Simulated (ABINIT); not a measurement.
GaP: geometry relaxation (part 2 of 2)

The same run, continued: GaP (F-43m, 2 atoms in the cell); Kohn-Sham DFT of a periodic cell, PBE, spin-orbit coupling, JTH PAW PBE v2.0, no spin polarisation (ABINIT 10.8.3); cutoff 544.23 eV, 6×6×6 k-mesh, fermi-dirac of 0.05 eV. The structure derives from an entry of the Crystallography Open Database.

Geometry of the input (Å; fractional positions):
```
0.0000  2.7252  2.7252
2.7252  0.0000  2.7252
2.7252  2.7252  0.0000
Ga 0.0000  0.0000  0.0000
P  0.7500  0.7500  0.7500
```

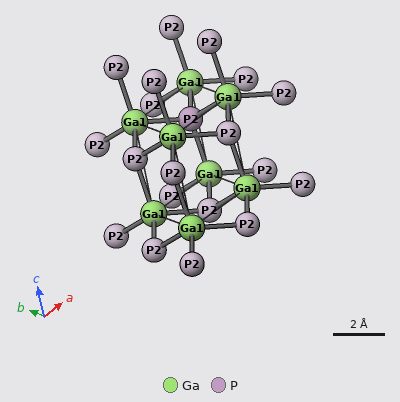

The geometry at step 2 of the log (ball-and-stick view of the cell of the calculation, seen slightly off an axis; neighbours outside the cell are drawn fainter; atoms are numbered from 1 in the order of the input).

The program's output, continued:
```
--- !ResultsGS
iteration_state: {dtset: 1, itime: 2, icycle: 1, }
comment   : Summary of ground state results
lattice_vectors:
- [  0.0000000,   5.1636577,   5.1636577, ]
- [  5.1636577,   0.0000000,   5.1636577, ]
- [  5.1636577,   5.1636577,   0.0000000, ]
lattice_lengths: [   7.30251,    7.30251,    7.30251, ]
lattice_angles: [ 60.000,  60.000,  60.000, ] # degrees, (23, 13, 12)
lattice_volume:   2.7536093E+02
convergence: {deltae: -7.546E-12, res2:  1.307E-11, residm:  2.806E-12, diffor: null, }
etotal    :  -8.57744726E+01
entropy   :   0.00000000E+00
fermie    :   2.15495231E-01
cartesian_stress_tensor: # hartree/bohr^3
- [ -6.50087195E-05,   0.00000000E+00,   0.00000000E+00, ]
- [  0.00000000E+00,  -6.50087195E-05,   0.00000000E+00, ]
- [  0.00000000E+00,   0.00000000E+00,  -6.50087195E-05, ]
pressure_GPa:   1.9126E+00
xred      :
- [  6.4444E-32,  -1.1402E-31,   6.4444E-32, Ga]
- [  7.5000E-01,   7.5000E-01,   7.5000E-01,  P]
cartesian_forces: # hartree/bohr
- [ -1.62956510E-30,   8.14782552E-30,  -1.62956510E-30, ]
- [  1.62956510E-30,  -8.14782552E-30,   1.62956510E-30, ]
force_length_stats: {min:   8.46746866E-30, max:   8.46746866E-30, mean:   8.46746866E-30, }
...

 Integrated electronic density in atomic spheres:
 ------------------------------------------------
 Atom  Sphere_radius  Integrated_density
    1        2.10359         11.08088655
    2        1.60765          1.57321654

---OUTPUT-----------------------------------------------------------------------

 Cartesian coordinates (xcart) [bohr]
 -2.55974199740098E-31  6.65532919324254E-31 -2.55974199740098E-31
  7.74548648508039E+00  7.74548648508040E+00  7.74548648508040E+00
 Reduced coordinates (xred)
  6.44439429924342E-32 -1.14016206832768E-31  6.44439429924342E-32
  7.50000000000000E-01  7.50000000000000E-01  7.50000000000000E-01
 Cartesian forces (fcart) [Ha/bohr]; max,rms= 8.14783E-30 4.88870E-30 (free atoms)
 -1.62956510321833E-30  8.14782551609163E-30 -1.62956510321833E-30
  1.62956510321833E-30 -8.14782551609163E-30  1.62956510321833E-30
 Gradient of E wrt nuclear positions in reduced coordinates (gred)
 -3.36580652894298E-29  1.68290326447149E-29 -3.36580652894298E-29
  3.36580652894298E-29 -1.68290326447149E-29  3.36580652894298E-29
 Scale of Primitive Cell (acell) [bohr]
  7.30251468958547E+00  7.30251468958547E+00  7.30251468958547E+00
 Real space primitive translations (rprimd) [bohr]
  0.00000000000000E+00  5.16365765672026E+00  5.16365765672026E+00
  5.16365765672026E+00  0.00000000000000E+00  5.16365765672026E+00
  5.16365765672026E+00  5.16365765672026E+00  0.00000000000000E+00
 Unitary Cell Volume (ucvol) [Bohr^3]=  2.75360930123389E+02
 Angles (23,13,12)= [degrees]
  6.00000000000000E+01  6.00000000000000E+01  6.00000000000000E+01
 Lengths [Bohr]
  7.30251468958547E+00  7.30251468958547E+00  7.30251468958547E+00
 Stress tensor in cartesian coordinates (strten) [Ha/bohr^3]
 -6.50087194944103E-05  0.00000000000000E+00  0.00000000000000E+00
  0.00000000000000E+00 -6.50087194944112E-05  0.00000000000000E+00
  0.00000000000000E+00  0.00000000000000E+00 -6.50087194944112E-05
 Total energy (etotal) [Ha]= -8.57744726309754E+01

 Difference of energy with previous step (new-old):
           Absolute (Ha)=-1.67536E-04
           Relative     =-1.95322E-06

--- Iteration: ( 3/50) Internal Cycle: (1/1)
--------------------------------------------------------------------------------

---SELF-CONSISTENT-FIELD CONVERGENCE--------------------------------------------

--- !BeginCycle
iteration_state: {dtset: 1, itime: 3, icycle: 1, }
solver: {iscf: 17, nstep: 80, nline: 4, wfoptalg: 10, }
tolerances: {tolvrs: 1.00E-10, }
...

     iter   Etot(hartree)      deltaE(h)  residm     nres2
 ETOT  1  -85.785580216678    -8.579E+01 2.003E-04 2.742E+00
 ETOT  2  -85.776005523865     9.575E-03 9.200E-05 2.029E-01
 ETOT  3  -85.774720667393     1.285E-03 5.496E-04 6.935E-02
 ETOT  4  -85.774615841986     1.048E-04 8.922E-05 7.151E-03
 ETOT  5  -85.774672509031    -5.667E-05 3.387E-06 5.522E-04
 ETOT  6  -85.774680133856    -7.625E-06 2.860E-07 9.795E-05
 ETOT  7  -85.774681839268    -1.705E-06 4.014E-08 4.337E-06
 ETOT  8  -85.774681890999    -5.173E-08 7.287E-09 2.688E-07
 ETOT  9  -85.774681896627    -5.628E-09 8.260E-10 5.435E-08
 ETOT 10  -85.774681896855    -2.278E-10 3.890E-10 3.879E-09
 ETOT 11  -85.774681896885    -2.969E-11 1.567E-11 1.085E-10
 ETOT 12  -85.774681896889    -3.809E-12 6.441E-12 1.012E-11

 At SCF step   12       nres2   =  1.01E-11 < tolvrs=  1.00E-10 =>converged.

 Cartesian components of stress tensor (hartree/bohr^3)
  sigma(1 1)= -2.66206893E-06  sigma(3 2)=  0.00000000E+00
  sigma(2 2)= -2.66206893E-06  sigma(3 1)=  0.00000000E+00
  sigma(3 3)= -2.66206893E-06  sigma(2 1)=  0.00000000E+00

--- !ResultsGS
iteration_state: {dtset: 1, itime: 3, icycle: 1, }
comment   : Summary of ground state results
lattice_vectors:
- [  0.0000000,   5.2025933,   5.2025933, ]
- [  5.2025933,   0.0000000,   5.2025933, ]
- [  5.2025933,   5.2025933,   0.0000000, ]
lattice_lengths: [   7.35758,    7.35758,    7.35758, ]
lattice_angles: [ 60.000,  60.000,  60.000, ] # degrees, (23, 13, 12)
lattice_volume:   2.8163695E+02
convergence: {deltae: -3.809E-12, res2:  1.012E-11, residm:  6.441E-12, diffor: null, }
etotal    :  -8.57746819E+01
entropy   :   0.00000000E+00
fermie    :   2.05761629E-01
cartesian_stress_tensor: # hartree/bohr^3
- [ -2.66206893E-06,   0.00000000E+00,   0.00000000E+00, ]
- [  0.00000000E+00,  -2.66206893E-06,   0.00000000E+00, ]
- [  0.00000000E+00,   0.00000000E+00,  -2.66206893E-06, ]
pressure_GPa:   7.8321E-02
xred      :
- [  3.1148E-30,  -4.3845E-30,   3.1148E-30, Ga]
- [  7.5000E-01,   7.5000E-01,   7.5000E-01,  P]
cartesian_forces: # hartree/bohr
- [ -0.00000000E+00,  -0.00000000E+00,  -0.00000000E+00, ]
- [ -0.00000000E+00,  -0.00000000E+00,  -0.00000000E+00, ]
force_length_stats: {min:   0.00000000E+00, max:   0.00000000E+00, mean:   0.00000000E+00, }
...

 Integrated electronic density in atomic spheres:
 ------------------------------------------------
 Atom  Sphere_radius  Integrated_density
    1        2.10359         11.06962640
    2        1.60765          1.56906808

---OUTPUT-----------------------------------------------------------------------

 Cartesian coordinates (xcart) [bohr]
 -6.60582766413415E-30  3.24101679291122E-29 -6.60582766413415E-30
  7.80389001337769E+00  7.80389001337769E+00  7.80389001337769E+00
 Reduced coordinates (xred)
  3.11480888443650E-30 -4.38452712485446E-30  3.11480888443650E-30
  7.50000000000000E-01  7.50000000000000E-01  7.50000000000000E-01
 Cartesian forces (fcart) [Ha/bohr]; max,rms= 0.00000E+00 0.00000E+00 (free atoms)
 -0.00000000000000E+00 -0.00000000000000E+00 -0.00000000000000E+00
 -0.00000000000000E+00 -0.00000000000000E+00 -0.00000000000000E+00
 Gradient of E wrt nuclear positions in reduced coordinates (gred)
  0.00000000000000E+00  0.00000000000000E+00  0.00000000000000E+00
  0.00000000000000E+00  0.00000000000000E+00  0.00000000000000E+00
 Scale of Primitive Cell (acell) [bohr]
  7.35757806412446E+00  7.35757806412446E+00  7.35757806412446E+00
 Real space primitive translations (rprimd) [bohr]
  0.00000000000000E+00  5.20259334225180E+00  5.20259334225180E+00
  5.20259334225180E+00  0.00000000000000E+00  5.20259334225180E+00
  5.20259334225180E+00  5.20259334225180E+00  0.00000000000000E+00
 Unitary Cell Volume (ucvol) [Bohr^3]=  2.81636953715044E+02
 Angles (23,13,12)= [degrees]
  6.00000000000000E+01  6.00000000000000E+01  6.00000000000000E+01
 Lengths [Bohr]
  7.35757806412446E+00  7.35757806412446E+00  7.35757806412446E+00
 Stress tensor in cartesian coordinates (strten) [Ha/bohr^3]
 -2.66206893182516E-06  0.00000000000000E+00  0.00000000000000E+00
  0.00000000000000E+00 -2.66206893182429E-06  0.00000000000000E+00
  0.00000000000000E+00  0.00000000000000E+00 -2.66206893182429E-06
 Total energy (etotal) [Ha]= -8.57746818968887E+01

 Difference of energy with previous step (new-old):
           Absolute (Ha)=-2.09266E-04
           Relative     =-2.43972E-06

--- Iteration: ( 4/50) Internal Cycle: (1/1)
--------------------------------------------------------------------------------

---SELF-CONSISTENT-FIELD CONVERGENCE--------------------------------------------

--- !BeginCycle
iteration_state: {dtset: 1, itime: 4, icycle: 1, }
solver: {iscf: 17, nstep: 80, nline: 4, wfoptalg: 10, }
tolerances: {tolvrs: 1.00E-10, }
...

     iter   Etot(hartree)      deltaE(h)  residm     nres2
 ETOT  1  -85.774702091264    -8.577E+01 1.600E-06 4.930E-03
 ETOT  2  -85.774684458823     1.763E-05 2.310E-07 3.185E-04
 ETOT  3  -85.774682396946     2.062E-06 9.007E-07 1.330E-04
 ETOT  4  -85.774682162702     2.342E-07 1.549E-07 1.316E-05
 ETOT  5  -85.774682259556    -9.685E-08 7.843E-09 9.275E-07
 ETOT  6  -85.774682273274    -1.372E-08 4.397E-10 1.699E-07
 ETOT  7  -85.774682276197    -2.923E-09 1.094E-10 5.783E-09
 ETOT  8  -85.774682276260    -6.290E-11 1.329E-11 4.935E-10
 ETOT  9  -85.774682276270    -1.076E-11 1.549E-12 8.412E-11

 At SCF step    9       nres2   =  8.41E-11 < tolvrs=  1.00E-10 =>converged.

 Cartesian components of stress tensor (hartree/bohr^3)
  sigma(1 1)= -7.81172522E-08  sigma(3 2)=  0.00000000E+00
  sigma(2 2)= -7.81172522E-08  sigma(3 1)=  0.00000000E+00
  sigma(3 3)= -7.81172522E-08  sigma(2 1)=  0.00000000E+00

--- !ResultsGS
iteration_state: {dtset: 1, itime: 4, icycle: 1, }
comment   : Summary of ground state results
lattice_vectors:
- [  0.0000000,   5.2042954,   5.2042954, ]
- [  5.2042954,   0.0000000,   5.2042954, ]
- [  5.2042954,   5.2042954,   0.0000000, ]
lattice_lengths: [   7.35999,    7.35999,    7.35999, ]
lattice_angles: [ 60.000,  60.000,  60.000, ] # degrees, (23, 13, 12)
lattice_volume:   2.8191346E+02
convergence: {deltae: -1.076E-11, res2:  8.412E-11, residm:  1.549E-12, diffor: null, }
etotal    :  -8.57746823E+01
entropy   :   0.00000000E+00
fermie    :   2.05319136E-01
cartesian_stress_tensor: # hartree/bohr^3
- [ -7.81172522E-08,   0.00000000E+00,   0.00000000E+00, ]
- [  0.00000000E+00,  -7.81172522E-08,   0.00000000E+00, ]
- [  0.00000000E+00,   0.00000000E+00,  -7.81172522E-08, ]
pressure_GPa:   2.2983E-03
xred      :
- [  3.2135E-30,  -4.5227E-30,   3.2135E-30, Ga]
- [  7.5000E-01,   7.5000E-01,   7.5000E-01,  P]
cartesian_forces: # hartree/bohr
- [ -1.21263049E-30,  -1.21263049E-30,   3.63789148E-30, ]
- [  1.21263049E-30,   1.21263049E-30,  -3.63789148E-30, ]
force_length_stats: {min:   4.02184035E-30, max:   4.02184035E-30, mean:   4.02184035E-30, }
...

 Integrated electronic density in atomic spheres:
 ------------------------------------------------
 Atom  Sphere_radius  Integrated_density
    1        2.10359         11.07045465
    2        1.60765          1.57030199

---OUTPUT-----------------------------------------------------------------------

 Cartesian coordinates (xcart) [bohr]
 -6.81339326125682E-30  3.34477934197946E-29 -6.81339326125681E-30
  7.80644304045408E+00  7.80644304045409E+00  7.80644304045409E+00
 Reduced coordinates (xred)
  3.21347954950130E-30 -4.52266605594518E-30  3.21347954950130E-30
  7.50000000000000E-01  7.50000000000000E-01  7.50000000000000E-01
 Cartesian forces (fcart) [Ha/bohr]; max,rms= 3.63789E-30 2.32201E-30 (free atoms)
 -1.21263049171003E-30 -1.21263049171003E-30  3.63789147513008E-30
  1.21263049171003E-30  1.21263049171003E-30 -3.63789147513008E-30
 Gradient of E wrt nuclear positions in reduced coordinates (gred)
 -1.26217744835362E-29 -1.26217744835362E-29  1.26217744835362E-29
  1.26217744835362E-29  1.26217744835362E-29 -1.26217744835362E-29
 Scale of Primitive Cell (acell) [bohr]
  7.35998508113549E+00  7.35998508113549E+00  7.35998508113549E+00
 Real space primitive translations (rprimd) [bohr]
  0.00000000000000E+00  5.20429536030272E+00  5.20429536030272E+00
  5.20429536030272E+00  0.00000000000000E+00  5.20429536030272E+00
  5.20429536030272E+00  5.20429536030272E+00  0.00000000000000E+00
 Unitary Cell Volume (ucvol) [Bohr^3]=  2.81913455057762E+02
 Angles (23,13,12)= [degrees]
  6.00000000000000E+01  6.00000000000000E+01  6.00000000000000E+01
 Lengths [Bohr]
  7.35998508113548E+00  7.35998508113548E+00  7.35998508113548E+00
 Stress tensor in cartesian coordinates (strten) [Ha/bohr^3]
 -7.81172521720913E-08  0.00000000000000E+00  0.00000000000000E+00
  0.00000000000000E+00 -7.81172521729587E-08  0.00000000000000E+00
  0.00000000000000E+00  0.00000000000000E+00 -7.81172521720913E-08
 Total energy (etotal) [Ha]= -8.57746822762703E+01

 Difference of energy with previous step (new-old):
           Absolute (Ha)=-3.79382E-07
           Relative     =-4.42300E-09

 At Broyd/MD step   4, gradients are converged :
  max grad (force/stress) = 7.8117E-06 < tolmxf= 2.0000E-05 ha/bohr (free atoms)

================================================================================

 ----iterations are completed or convergence reached----

 Mean square residual over all n,k,spin=   91.782E-15; max=  15.492E-13
 reduced coordinates (array xred) for    2 atoms
       0.000000000000     -0.000000000000      0.000000000000
       0.750000000000      0.750000000000      0.750000000000
 rms dE/dt=  1.3305E-29; max dE/dt=  1.6829E-29; dE/dt below (all hartree)
    1      -0.000000000000     -0.000000000000      0.000000000000
    2       0.000000000000      0.000000000000     -0.000000000000

 cartesian coordinates (angstrom) at end:
    1     -0.00000000000000     0.00000000000000    -0.00000000000000
    2      4.13099175241811     4.13099175241812     4.13099175241812

 cartesian forces (hartree/bohr) at end:
    1     -0.00000000000000    -0.00000000000000     0.00000000000000
    2      0.00000000000000     0.00000000000000    -0.00000000000000
 frms,max,avg= 2.3220106E-30 3.6378915E-30   0.000E+00  0.000E+00  0.000E+00 h/b

 cartesian forces (eV/Angstrom) at end:
    1     -0.00000000000000    -0.00000000000000     0.00000000000000
    2      0.00000000000000     0.00000000000000    -0.00000000000000
 frms,max,avg= 1.1940259E-28 1.8706790E-28   0.000E+00  0.000E+00  0.000E+00 e/A
 length scales=  7.359985081135  7.359985081135  7.359985081135 bohr
              =  3.894736374881  3.894736374881  3.894736374881 angstroms
 Fermi (or HOMO) energy (hartree) =   0.20532   Average Vxc (hartree)=  -0.33822
 Eigenvalues (hartree) for nkpt=  25  k points:
 kpt#   1, nband= 26, wtk=  0.00463, kpt=  0.0000  0.0000  0.0000 (reduced coord)
  -0.36496   -0.36496   -0.36496   -0.36496   -0.34945   -0.34945   -0.34730   -0.34730
  -0.34730   -0.34730   -0.27391   -0.27391    0.17471    0.17471    0.17772    0.17772
   0.17772    0.17772    0.23424    0.23424    0.31563    0.31563    0.32172    0.32172
   0.32172    0.32172
      occupation numbers for kpt#   1
   1.00000    1.00000    1.00000    1.00000    1.00000    1.00000    1.00000    1.00000
   1.00000    1.00000    1.00000    1.00000    1.00000    1.00000    1.00000    1.00000
   1.00000    1.00000    0.00000    0.00000    0.00000    0.00000    0.00000    0.00000
   0.00000    0.00000
 prteigrs : prtvol=0 or 1, do not print more k-points.

--- !EnergyTerms
iteration_state     : {dtset: 1, itime: 4, icycle: 1, }
comment             : Components of total free energy in Hartree
kinetic             :  7.41815012712466E+00
hartree             :  2.80074133689659E+01
xc                  : -3.86271589004459E+00
Ewald energy        : -4.77353248463553E+01
psp_core            :  1.53635997989046E+00
local_psp           : -7.28748550136957E+01
PAW spherical_terms :  1.73628892911023E+00
internal            : -8.57746833450044E+01
'-kT*entropy'       : -3.74612950269734E-10
total_energy        : -8.57746833453790E+01
total_energy_eV     : -2.33404803863782E+03
...

--- !EnergyTermsDC
iteration_state     : {dtset: 1, itime: 4, icycle: 1, }
comment             : '"Double-counting" decomposition of free energy'
band_energy         : -3.60403245352965E+00
Ewald energy        : -4.77353248463553E+01
psp_core            :  1.53635997989046E+00
xc_dc               : -2.74291709075318E+01
PAW spherical_terms : -8.54251404836937E+00
internal            : -8.57746822758957E+01
'-kT*entropy'       : -3.74612950269734E-10
total_energy_dc     : -8.57746822762703E+01
total_energy_dc_eV  : -2.33404800954589E+03
...

--- !EnergyTermsWithPAWCore
iteration_state     : {dtset: 1, itime: 4, icycle: 1, }
comment             : 'Components of total free energy, including PAW core contributions'
Total energy        : -2.28617363376899E+03
Total energy DC     : -2.28617363269988E+03
Total energy (eV)   : -6.22099537738659E+04
Total energy DC (eV): -6.22099537447740E+04
...

 Cartesian components of stress tensor (hartree/bohr^3)
  sigma(1 1)= -7.81172522E-08  sigma(3 2)=  0.00000000E+00
  sigma(2 2)= -7.81172522E-08  sigma(3 1)=  0.00000000E+00
  sigma(3 3)= -7.81172522E-08  sigma(2 1)=  0.00000000E+00

-Cartesian components of stress tensor (GPa)         [Pressure=  2.2983E-03 GPa]
- sigma(1 1)= -2.29828891E-03  sigma(3 2)=  0.00000000E+00
- sigma(2 2)= -2.29828891E-03  sigma(3 1)=  0.00000000E+00
- sigma(3 3)= -2.29828891E-03  sigma(2 1)=  0.00000000E+00

== END DATASET(S) ==============================================================
================================================================================

 -outvars: echo values of variables after computation  --------
            acell      7.3599850811E+00  7.3599850811E+00  7.3599850811E+00 Bohr
           etotal     -8.5774682276E+01
            fcart     -1.2126304917E-30 -1.2126304917E-30  3.6378914751E-30
                       1.2126304917E-30  1.2126304917E-30 -3.6378914751E-30
            rprim      0.0000000000E+00  7.0710678119E-01  7.0710678119E-01
                       7.0710678119E-01  0.0000000000E+00  7.0710678119E-01
                       7.0710678119E-01  7.0710678119E-01  0.0000000000E+00
           strten     -7.8117252172E-08 -7.8117252173E-08 -7.8117252172E-08
                       0.0000000000E+00  0.0000000000E+00  0.0000000000E+00
           xangst     -3.6054924403E-30  1.7699810021E-29 -3.6054924403E-30
                       4.1309917524E+00  4.1309917524E+00  4.1309917524E+00
             xred      3.2134795495E-30 -4.5226660559E-30  3.2134795495E-30
                       7.5000000000E-01  7.5000000000E-01  7.5000000000E-01
 Calculation completed.
```

Trajectory as extended XYZ (Å, eV, eV/Å), 4 frames, from step=0 to step=3:
```
2
Lattice="0.0000 2.7252 2.7252 2.7252 0.0000 2.7252 2.7252 2.7252 0.0000" Properties=species:S:1:pos:R:3:forces:R:3 step=0 energy=-2334.03775
Ga    0.0000    0.0000    0.0000    0.0000   0.0000   0.0000
P     4.0879    4.0879    4.0879    0.0000   0.0000   0.0000
2
Lattice="0.0000 2.7325 2.7325 2.7325 0.0000 2.7325 2.7325 2.7325 0.0000" Properties=species:S:1:pos:R:3:forces:R:3 step=1 energy=-2334.04230
Ga    0.0000    0.0000    0.0000    0.0000   0.0000   0.0000
P     4.0987    4.0987    4.0987    0.0000   0.0000   0.0000
2
Lattice="0.0000 2.7531 2.7531 2.7531 0.0000 2.7531 2.7531 2.7531 0.0000" Properties=species:S:1:pos:R:3:forces:R:3 step=2 energy=-2334.04800
Ga    0.0000    0.0000    0.0000    0.0000   0.0000   0.0000
P     4.1296    4.1296    4.1296    0.0000   0.0000   0.0000
2
Lattice="0.0000 2.7540 2.7540 2.7540 0.0000 2.7540 2.7540 2.7540 0.0000" Properties=species:S:1:pos:R:3:forces:R:3 step=3 energy=-2334.04801
Ga    0.0000    0.0000    0.0000    0.0000   0.0000   0.0000
P     4.1310    4.1310    4.1310    0.0000   0.0000   0.0000
```

Results in brief:

```csv
quantity,value
outcome,converged
space group (tolerance 0.01 Å),F-43m (216)
electrons treated,18
free energy,−2334.0480 eV
Fermi energy,5.587 eV
gap on the k-point mesh,1.54 eV
pressure,0.00 GPa
final volume,41.78 Å³
largest force (length of the vector) at the end,under 0.001 eV/Å
final cell,"a = 3.895 Å, b = 3.895 Å, c = 3.895 Å, α = 60.00°, β = 60.00°, γ = 60.00°"
hardware,"1 thread of Intel Xeon @ 2.70GHz, 189 GiB of memory available, shared host"
wall time,5.3 min
peak memory,0.15 GiB
```
